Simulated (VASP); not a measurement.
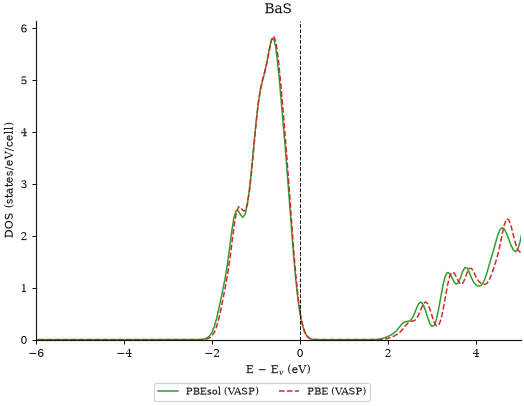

Total densities of states of BaS, space group Fm-3m, 2 atoms in the cell, rocksalt type, by two methods on the same cell. The curves are built from the levels of the k mesh with Gaussians 0.3 eV wide, which also blur the band edges. Each is counted from its own valence-band top.

### What changes from one method to the other?

PBEsol (VASP) gives a gap of 2.01 eV and PBE (VASP) gives a gap of 2.13 eV.

Settings. PBEsol (VASP): DFT, PBEsol, plane waves, PAW, 8×8×8 k mesh, 520 eV cutoff, Gaussian smearing of 0.01 eV (VASP). PBE (VASP): DFT, PBE, plane waves, PAW, 8×8×8 k mesh, 520 eV cutoff, Fermi-Dirac smearing of 0.02 eV (VASP 6.6.1).
